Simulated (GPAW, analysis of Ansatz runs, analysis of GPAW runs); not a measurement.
# Cr on the Ga site in GaP: charge-transition level, PBEsol (GPAW), part 2 of 6

Subject: Cr on the Ga site in GaP. Wanted: its charge-transition level, in one set-up (PBEsol, plane waves 500 eV, 32-site cell, PBEsol lattice, k: the single point 1/4 1/4 1/4 then 2x2x2 shifted, dielectric constants 9.1 and 11.1 (handbook)). The model is a cell of 32 host atoms with 1 Ga taken out and 1 Cr put in. The level is the Fermi energy at which two charge states have equal formation energy, after a correction for the images of the charge. A local or semilocal functional is the cheapest first rung.

GPAW 26.7.0; PBEsol, plane waves 500 eV, 32-site cell, PBEsol lattice, k: the single point 1/4 1/4 1/4 then 2x2x2 shifted, dielectric constants 9.1 and 11.1 (handbook).

So far: The structure; Relaxation, charge +1.

**2. Relaxation, charge +1 (continued)**

Level of this step: GPAW plane-wave PAW DFT, PBEsol; relaxation of all atoms of a defect supercell (GPAW).

Step by step:

| step | energy less that of the first step (eV) |
| --- | --- |
| 0 | 0.0000 |
| 1 | -0.3246 |
| 2 | -0.7532 |
| 3 | -0.7711 |
| 4 | -0.8092 |
| 5 | -0.8148 |
| 6 | -0.8192 |
| 7 | -0.8217 |
| 8 | -0.8239 |
| 9 | -0.8247 |
| 10 | -0.8254 |
| 11 | -0.8260 |
| 12 | -0.8267 |
| 13 | -0.8271 |
| 14 | -0.8274 |
| 15 | -0.8276 |
| 16 | -0.8277 |

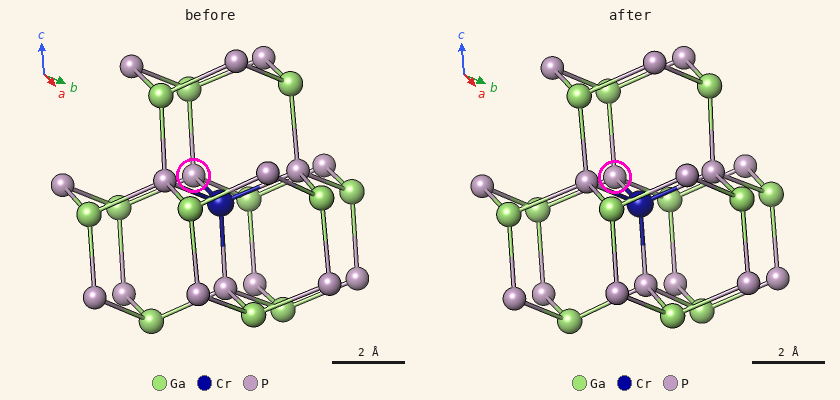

Before and after: the atoms that start within 5 Å of the centre. P19, which moves most, is ringed if it is among them.

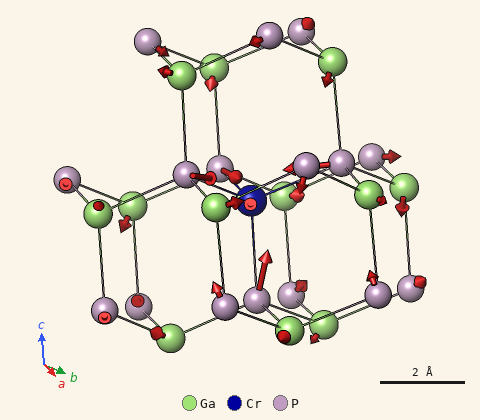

Displacements in the relaxation near the centre, exaggerated; the longest in the cell stands for 0.14 Å.

The atoms that moved most (Å):

| atom | dx | dy | dz | length |
| --- | --- | --- | --- | --- |
| P19 | -0.071 | 0.068 | -0.100 | 0.141 |
| P28 | -0.079 | -0.095 | 0.026 | 0.126 |
| P22 | 0.090 | 0.041 | 0.077 | 0.125 |
| P23 | 0.055 | -0.030 | -0.097 | 0.115 |
| Ga9 | -0.014 | 0.017 | 0.059 | 0.063 |
| Ga4 | -0.011 | 0.037 | -0.049 | 0.062 |
| Ga2 | -0.038 | -0.030 | -0.037 | 0.061 |
| P24 | -0.005 | 0.012 | -0.054 | 0.056 |

Final coordinates:

```xyz
32
Lattice="-5.4810 5.4810 -5.4810 5.4810 5.4810 5.4810 5.4810 -5.4810 -5.4810" Properties=species:S:1:pos:R:3 pbc="T T T"
Ga    0.0003    0.0005    0.0169
Ga    5.4809   -2.7629   -2.7456
Ga    5.4770    0.0031   -0.0233
Ga    5.4735    2.7560    2.7369
Ga    2.7361   -2.7422   -5.4815
Ga    2.7550    0.0030   -2.7403
Cr    2.7373    2.7367   -0.0032
Ga    2.7576    5.4741    2.7320
Ga   -0.0080   -0.0069   -5.4652
Ga   -0.0033    2.7566   -2.7401
Ga    0.0010    5.4737   -0.0214
Ga    5.4765    2.7204   -2.7408
Ga   -2.7430    2.7402   -5.4873
Ga   -2.7623    5.4841   -2.7455
Ga    2.7370    2.7377   -5.4815
Ga    2.7182    5.4738   -2.7410
P     4.1007   -4.1189   -4.1087
P     4.1135   -1.3765   -1.3795
P     4.0552    1.4211    1.3142
P     4.1112    4.1131    4.1156
P     1.3712   -1.3672   -4.1065
P     1.4184    1.4221   -1.3193
P     1.4208    4.0523    1.3143
P     6.8568    1.3636   -1.3795
P    -1.3701    1.3747   -4.1105
P    -1.3814    4.1140   -1.3768
P     4.1141    1.3627   -4.1195
P     4.0538    4.0534   -1.3204
P    -4.1168    4.1032   -4.1093
P     1.3614    1.3632   -6.8460
P     1.3606    4.1129   -4.1197
P     1.3625    6.8538   -1.3784
```

Neighbours of Cr7 at the end:

| atom | distance (Å) |
| --- | --- |
| P22 | 2.280 |
| P23 | 2.280 |
| P28 | 2.281 |
| P19 | 2.281 |
| Ga6 | 3.868 |
| Ga14 | 3.870 |
| Ga8 | 3.870 |
| Ga9 | 3.870 |
| Ga1 | 3.870 |
| Ga11 | 3.870 |
| Ga3 | 3.870 |
| Ga16 | 3.871 |
| Ga2 | 3.872 |
| Ga4 | 3.872 |
| Ga12 | 3.873 |
| Ga10 | 3.873 |

This step gave:

```
total moment : 2.000 μB
```

From the first step to the last the energy fell by 0.828 eV, and the largest move was 0.14 Å (P19). Judged within 0.08 Å, the space group went from P1 to I-43m.

**3. Single point, charge +1**

The relaxed structure is kept, and the final numbers are taken at the final level and k-points.

This step: GPAW plane-wave PAW DFT, PBEsol; single point of a defect supercell.

run.py reads:

```python
import numpy as np
from ase.io import read, write
from ase.parallel import parprint, world
from gpaw import GPAW, PW
from gpaw import setup_paths

setup_paths.insert(0, '.')
atoms = read('POSCAR')
magmoms = np.zeros(len(atoms))
magmoms[[6]] = 2 / 1
atoms.set_initial_magnetic_moments(magmoms)
calc = GPAW(mode=PW(500),
            xc='PBEsol',
            kpts={'size': (2, 2, 2), 'gamma': False},
            charge=1,
            occupations={'name': 'fermi-dirac', 'width': 0.01, 'fixmagmom': True},
            nbands=74,
            convergence={'density': 1e-05, 'bands': 71},
            maxiter=150,
            symmetry={'point_group': False},
            txt='gpaw.txt')
atoms.calc = calc
energy = atoms.get_potential_energy()
forces = atoms.get_forces()
parprint(f'Energy: {energy:.6f} eV, largest force {np.linalg.norm(forces, axis=1).max():.4f} eV/A')
calc.write('gs.gpw')
write('final.xyz', atoms)
parprint('Moments:', atoms.get_magnetic_moments().round(3))
for s in range(calc.get_number_of_spins()):
    parprint('Levels (eV), spin', s, calc.get_eigenvalues(kpt=0, spin=s)[-16:].round(3))
field = calc.get_electrostatic_potential()
if world.rank == 0:
    np.save('potential.npy', field)
field = calc.get_pseudo_density()
if world.rank == 0:
    np.save('density.npy', field)
field = calc.get_pseudo_density(spin=0) - calc.get_pseudo_density(spin=1)
if world.rank == 0:
    np.save('spin.npy', field)
```

POSCAR reads:

```
Ga Cr Ga P 
 1.0000000000000000
    -5.4810105820480155    5.4810105820480164   -5.4810105820480164
     5.4810105820480164    5.4810105820480164    5.4810105820480164
     5.4810105820480164   -5.4810105820480182   -5.4810105820480173
 Ga  Cr  Ga  P  
   6   1   9  16
Direct
 -0.0014933578174085  0.0000732729838755 -0.0015089808487306
 -0.0015734297299571  0.2479514187495314  0.7504558736799685
  0.0024011338425624  0.4999129565584912  0.5017570617373980
  0.0017467006962833  0.7507298514396396  0.2496422392398898
[... 2 atom lines left out ...]
  0.2499453147357557  0.4993579913829151  0.2500014458078262
  0.2501403380775281  0.7509302524393380  0.0023352810231607
  0.4979270143974501 -0.0013636353895173  0.4978295323743810
[... 1 atom line left out ...]
  0.5012933315617398  0.4994296551744952  0.0020482335934124
[... 2 atom lines left out ...]
  0.7507329667410505  0.2482919800332686 -0.0015328441487630
[... 1 atom line left out ...]
  0.7493865754342776  0.7473121203990619  0.4980105893136343
[... 2 atom lines left out ...]
  0.0097552584873902  0.4995764009229223  0.2500472539660555
[... 2 atom lines left out ...]
  0.2500802259877833  0.2591248728203163  0.2497427626728868
  0.2497736091741789  0.4992842376482801  0.0097177124916438
[... 4 atom lines left out ...]
  0.4902172099065764  0.7395721873401937  0.4902580773700936
[... 3 atom lines left out ...]
  0.7509743328140032  0.7495278468272824  0.2500313426667258
```

Run with:

```bash
> gpaw-setup -f PBEsol Cr Ga P
> OMP_NUM_THREADS=1 mpirun -n 4 gpaw python run.py > stdout
```

The program printed:

```text
__  _  _
 | _ |_)|_||  |
 |__||  | ||/\| - 26.7.0

Input parameters:
  mode=PW(ecut=500.0),
  charge=1,
  convergence={'density': 1e-05, 'bands': 71},
  kpts=MonkhorstPack(size=(2, 2, 2), gamma=False),
  maxiter=150,
  nbands=74,
  occupations=Occupations(name='fermi-dirac', width=0.01, fixmagmom=True),
  symmetry=Symmetry(point_group=False),
  xc=XC(name='PBEsol')

Diagonalizing LCAO Hamiltonian
Converting LCAO to pw mode

                                P
                              Ga

                                   Ga
                       Ga P
                           P   P
                            Cr
                   P            P
                Ga  Ga  P     Ga Ga
                     Ga            Ga P
            P             P  P
                           Ga
                 P             P
               Ga     P     Ga  Ga
                    Ga
                        P  P
                         Ga

Atoms  # Å, Bohr magnetons
|    | symbol |         x |         y |         z |    initial magnetic moments |
|----|--------|-----------|-----------|-----------|-----------------------------|
|  0 |     Ga |  0.000316 |  0.000487 |  0.016857 | ( 0.0000,  0.0000,  0.0000) |
|  1 |     Ga |  5.480905 | -2.762856 | -2.745608 | ( 0.0000,  0.0000,  0.0000) |
|  2 |     Ga |  5.477003 |  0.003053 | -0.023268 | ( 0.0000,  0.0000,  0.0000) |
|  3 |     Ga |  5.473476 |  2.756040 |  2.736893 | ( 0.0000,  0.0000,  0.0000) |
|  4 |     Ga |  2.736118 | -2.742151 | -5.481502 | ( 0.0000,  0.0000,  0.0000) |
|  5 |     Ga |  2.754954 |  0.003014 | -2.740284 | ( 0.0000,  0.0000,  0.0000) |
|  6 |     Cr |  2.737294 |  2.736679 | -0.003227 | ( 0.0000,  0.0000,  2.0000) |
|  7 |     Ga |  2.757635 |  5.474079 |  2.732035 | ( 0.0000,  0.0000,  0.0000) |
|  8 |     Ga | -0.008008 | -0.006940 | -5.465226 | ( 0.0000,  0.0000,  0.0000) |
|  9 |     Ga | -0.003320 |  2.756609 | -2.740102 | ( 0.0000,  0.0000,  0.0000) |
| 10 |     Ga |  0.001012 |  5.473747 | -0.021441 | ( 0.0000,  0.0000,  0.0000) |
| 11 |     Ga |  5.476481 |  2.720401 | -2.740785 | ( 0.0000,  0.0000,  0.0000) |
| 12 |     Ga | -2.743034 |  2.740183 | -5.487261 | ( 0.0000,  0.0000,  0.0000) |
| 13 |     Ga | -2.762286 |  5.484068 | -2.745483 | ( 0.0000,  0.0000,  0.0000) |
| 14 |     Ga |  2.737036 |  2.737690 | -5.481482 | ( 0.0000,  0.0000,  0.0000) |
| 15 |     Ga |  2.718231 |  5.473820 | -2.740971 | ( 0.0000,  0.0000,  0.0000) |
| 16 |      P |  4.100684 | -4.118866 | -4.108683 | ( 0.0000,  0.0000,  0.0000) |
| 17 |      P |  4.113479 | -1.376504 | -1.379527 | ( 0.0000,  0.0000,  0.0000) |
| 18 |      P |  4.055227 |  1.421141 |  1.314203 | ( 0.0000,  0.0000,  0.0000) |
| 19 |      P |  4.111164 |  4.113132 |  4.115567 | ( 0.0000,  0.0000,  0.0000) |
| 20 |      P |  1.371216 | -1.367241 | -4.106458 | ( 0.0000,  0.0000,  0.0000) |
| 21 |      P |  1.418417 |  1.422116 | -1.319269 | ( 0.0000,  0.0000,  0.0000) |
| 22 |      P |  1.420833 |  4.052331 |  1.314308 | ( 0.0000,  0.0000,  0.0000) |
| 23 |      P |  6.856802 |  1.363604 | -1.379519 | ( 0.0000,  0.0000,  0.0000) |
| 24 |      P | -1.370053 |  1.374717 | -4.110503 | ( 0.0000,  0.0000,  0.0000) |
| 25 |      P | -1.381407 |  4.113953 | -1.376832 | ( 0.0000,  0.0000,  0.0000) |
| 26 |      P |  4.114074 |  1.362660 | -4.119543 | ( 0.0000,  0.0000,  0.0000) |
| 27 |      P |  4.053827 |  4.053379 | -1.320392 | ( 0.0000,  0.0000,  0.0000) |
| 28 |      P | -4.116848 |  4.103154 | -4.109315 | ( 0.0000,  0.0000,  0.0000) |
| 29 |      P |  1.361361 |  1.363210 | -6.846039 | ( 0.0000,  0.0000,  0.0000) |
| 30 |      P |  1.360559 |  4.112864 | -4.119718 | ( 0.0000,  0.0000,  0.0000) |
| 31 |      P |  1.362496 |  6.853844 | -1.378353 | ( 0.0000,  0.0000,  0.0000) |

Unit cell  # Å
| periodic |         x |         y |         z |  lengths |     angles |
|----------|-----------|-----------|-----------|----------|------------|
|      yes | -5.481011 |  5.481011 | -5.481011 | 9.493389 | 109.471221 |
|      yes |  5.481011 |  5.481011 |  5.481011 | 9.493389 | 109.471221 |
|      yes |  5.481011 | -5.481011 | -5.481011 | 9.493389 | 109.471221 |

Number of symmetries: 1
Symmetry operations  # r_c * U_cc + t_c -> r_c
|   | kind |            matrix            |
|---|------|------------------------------|
| 0 |  E   |  1, 0, 0,  0, 1, 0,  0, 0, 1 |

BZ-sampling:
  Number of BZ points: 8
  Number of IBZ points: 4

  Monkhorst-Pack size: [2, 2, 2]
  Monkhorst-Pack shift: [0, 0, 0]

K-points  # in reciprocal-cell coordinates
|   |                                coordinates |     weight |
|---|--------------------------------------------|------------|
| 0 | (  0.25000000,  -0.25000000,  -0.25000000) | 0.25000000 |
| 1 | (  0.25000000,  -0.25000000,   0.25000000) | 0.25000000 |
| 2 | (  0.25000000,   0.25000000,  -0.25000000) | 0.25000000 |
| 3 | (  0.25000000,   0.25000000,   0.25000000) | 0.25000000 |

Plane wave coefficients: 16776
Cutoff: 500.0 eV

Spin-components: 2 (collinear spins)
Bands:           74
Projectors:      161
Spin-degeneracy: 1
Datatype:        complex128

Density:
  Valence electrons: 131.0
  Components: 2
  Grid points: [49 49 49]
  Charge: 1.0  # |e|

Potential:
  Grid points: [49 49 49]

species:
  Ga:
[...]
uniform background charge: 1.0  # electrons

xc functional:
  name: PBEsol with 2 nearest neighbor stencil

Initialization done in: 9.894 s

convergence criteria:
- Maximum integral of absolute [dens]ity change: 1e-05 electrons / valence electron
- Maximum [total energy] change in last 3 cyles: 0.0005 eV / valence electron
- Maximum integral of absolute [eigenst]ate change: 4e-08 eV^2 / valence electron
maximum number of iterations: 150

SCF iterations
|iter     | |      energy | eigst |  dens |  magmom |
|---------|-|-------------|-------|-------|---------|
|iter:   1| | -172.476062 | +0.10 |       |  +1.9882|
|iter:   2| | -169.577960 | -0.53 | -0.78 |  +1.9888|
|iter:   3| | -169.085424 | -1.87 | -0.86 |  +1.9894|
|iter:   4| | -167.414373 | -1.42 | -0.89 |  +1.9926|
|iter:   5| | -167.306596 | -1.44 | -1.10 |  +1.9960|
|iter:   6| | -167.250696 | -1.93 | -1.37 |  +1.9981|
|iter:   7| | -167.257424c| -2.43 | -1.68 |  +1.9998|
|iter:   8| | -167.251856c| -3.09 | -2.28 |  +1.9999|
|iter:   9| | -167.254459c| -3.39 | -2.58 |  +2.0000|
|iter:  10| | -167.256731c| -3.30 | -2.79 |  +2.0000|
|iter:  11| | -167.256167c| -3.38 | -2.89 |  +2.0000|
|iter:  12| | -167.256212c| -4.00 | -3.39 |  +2.0000|
|iter:  13| | -167.256237c| -4.16 | -3.77 |  +2.0000|
|iter:  14| | -167.256240c| -4.27 | -4.06 |  +2.0000|
|iter:  15| | -167.256241c| -4.26 | -4.35 |  +2.0000|
|iter:  16| | -167.256241c| -3.52 | -4.73 |  +2.0000|
|iter:  17| | -167.256241c| -3.58 | -4.98 |  +2.0000|
|iter:  18| | -167.256241c| -3.16 | -5.40c|  +2.0000|
|iter:  19| | -167.256241c| -3.20 | -5.62c|  +2.0000|
|iter:  20| | -167.256241c| -3.16 | -6.07c|  +2.0000|
|iter:  21| | -167.256241c| -3.26 | -6.31c|  +2.0000|
|iter:  22| | -167.256241c| -3.27 | -6.82c|  +2.0000|
|iter:  23| | -167.256241c| -3.35 | -7.02c|  +2.0000|
|iter:  24| | -167.256241c| -3.44 | -7.36c|  +2.0000|
|iter:  25| | -167.256241c| -3.51 | -7.60c|  +2.0000|
|iter:  26| | -167.256241c| -3.60 | -7.92c|  +2.0000|
|iter:  27| | -167.256241c| -3.70 | -8.26c|  +2.0000|
|iter:  28| | -167.256241c| -3.82 | -8.45c|  +2.0000|
|iter:  29| | -167.256241c| -3.93 | -8.59c|  +2.0000|
|iter:  30| | -167.256241c| -4.08 | -8.82c|  +2.0000|
|iter:  31| | -167.256241c| -4.20 | -9.07c|  +2.0000|
|iter:  32| | -167.256241c| -4.35 | -9.20c|  +2.0000|
|iter:  33| | -167.256241c| -4.46 | -9.69c|  +2.0000|
|iter:  34| | -167.256241c| -4.63 |-10.05c|  +2.0000|
|iter:  35| | -167.256241c| -4.75 |-10.32c|  +2.0000|
|iter:  36| | -167.256241c| -4.92 |-10.56c|  +2.0000|
|iter:  37| | -167.256241c| -5.05 |-10.88c|  +2.0000|
|iter:  38| | -167.256241c| -5.20 |-11.00c|  +2.0000|
|iter:  39| | -167.256241c| -5.35 |-11.34c|  +2.0000|
|iter:  40| | -167.256241c| -5.50 |-11.72c|  +2.0000|
|iter:  41| | -167.256241c| -5.63 |-11.95c|  +2.0000|
|iter:  42| | -167.256241c| -5.78 |-12.25c|  +2.0000|
|iter:  43| | -167.256241c| -5.95 |-12.33c|  +2.0000|
[...]
|iter:  50| | -167.256241c| -6.91 |-12.96c|  +2.0000|
|iter:  51| | -167.256241c| -7.04 |-13.26c|  +2.0000|
|iter:  52| | -167.256241c| -7.13 |-13.45c|  +2.0000|
|iter:  53| | -167.256241c| -7.15 |-13.41c|  +2.0000|
|iter:  54| | -167.256241c| -7.21 |-13.60c|  +2.0000|
|iter:  55| | -167.256241c| -7.43c|-13.45c|  +2.0000|

Converged in 55 steps
SCF loop duration: 766.513 s (13.937 s/step)
Energy contributions relative to reference atoms: (reference = -969809.922901)

Energy contributions:
  Kinetic:         269.567341
  Coulomb:        -256.972029
  Zero:              0.297753
  External:          0.000000
  Xc:             -180.149306
  Entropy:          -0.000000
  Spinorbit:         0.000000
  ----------------------------
  Free energy:    -167.256241
  Extrapolated:   -167.256241

dipole moment: (59.706515, 0.531144, -7.739813)  # |e|*Ang

Total magnetic moment: (0.000000, 0.000000, 2.000000)

Local magnetic moments
|        x |        y |         z |
|----------|----------|-----------|
| 0.000000 | 0.000000 |  0.006318 |  # Ga   0
| 0.000000 | 0.000000 |  0.006314 |  # Ga   1
| 0.000000 | 0.000000 |  0.006309 |  # Ga   2
| 0.000000 | 0.000000 |  0.006299 |  # Ga   3
| 0.000000 | 0.000000 | -0.000478 |  # Ga   4
| 0.000000 | 0.000000 |  0.006350 |  # Ga   5
| 0.000000 | 0.000000 |  1.968511 |  # Cr   6
| 0.000000 | 0.000000 |  0.006350 |  # Ga   7
| 0.000000 | 0.000000 |  0.006327 |  # Ga   8
| 0.000000 | 0.000000 |  0.006310 |  # Ga   9
[...]
Fermi levels: 4.537, 4.389
Eigenvalues  # (at kpt = [0.250, -0.250, -0.250])
| band index |      eig [eV] | occ [0-1] |      eig [eV] | occ [0-1] |
|------------|---------------|-----------|---------------|-----------|
|          0 |        -7.356 |     1.000 |        -7.360 |     1.000 |
|        ... |               |           |               |           |
|         57 |         3.178 |     1.000 |         3.299 |     1.000 |
|         58 |         3.497 |     1.000 |         3.512 |     1.000 |
|         59 |         3.507 |     1.000 |         3.513 |     1.000 |
|         60 |         3.508 |     1.000 |         3.514 |     1.000 |
|         61 |         3.592 |     1.000 |         3.588 |     1.000 |
|         62 |         3.837 |     1.000 |         3.931 |     1.000 |
|         63 |         3.895 |     1.000 |         3.933 |     1.000 |
|         64 |         3.897 |     1.000 |         5.443 |     0.000 |
|         65 |         4.148 |     1.000 |         5.632 |     0.000 |
[...]
|         69 |         6.463 |     0.000 |         6.573 |     0.000 |
|         70 |         7.250 |     0.000 |         7.275 |     0.000 |
|         71 |         7.305 |     0.000 |         7.308 |     0.000 |
|         72 |         7.307 |     0.000 |         7.310 |     0.000 |
|         73 |         7.404 |     0.000 |         7.447 |     0.000 |

Gap: 0.794 eV
Transition (v -> c):
  (s=0, k=3, n=65, [0.25, 0.25, 0.25]) -> (s=0, k=0, n=66, [0.25, -0.25, -0.25])
Direct/indirect transitions are different
Direct gap: 0.896 eV
Transition at: (s=0, k=0, n=65, [0.25, -0.25, -0.25])

Forces  # eV/Ang
|        x |        y |        z |
|----------|----------|----------|
[...]
|  0.04567 |  0.04880 | -0.04528 |  # P   27
| -0.01781 |  0.04439 |  0.01980 |  # P   28
| -0.01161 | -0.02024 | -0.04644 |  # P   29
| -0.01853 |  0.01321 |  0.04886 |  # P   30
| -0.01280 | -0.04244 | -0.01063 |  # P   31

# Writing to gs.gpw (mode='')
```

Run time: 13 min. Hardware: 4 MPI ranks of Arm Neoverse N1, shared host; peak memory 2.4 GiB; 53 min of CPU time.

Read from the output:

```yaml
total_moment: 2.000 μB
```

(Continued in part 3 of 6.)

[Logs are printed without paths, hosts, clocks, repeated set-up lines and the standing remarks that a program may print on its own settings, such as how far it seeks lower states.]

[Hosts, paths, dates, database ids (printed as entryN), source tags and the programs' standing remarks are cut or masked in the printed files.]

[For some hosts the program warned that the k-mesh of the response run may be too coarse for force constants and the static dielectric constant; such warnings are not shown here.]
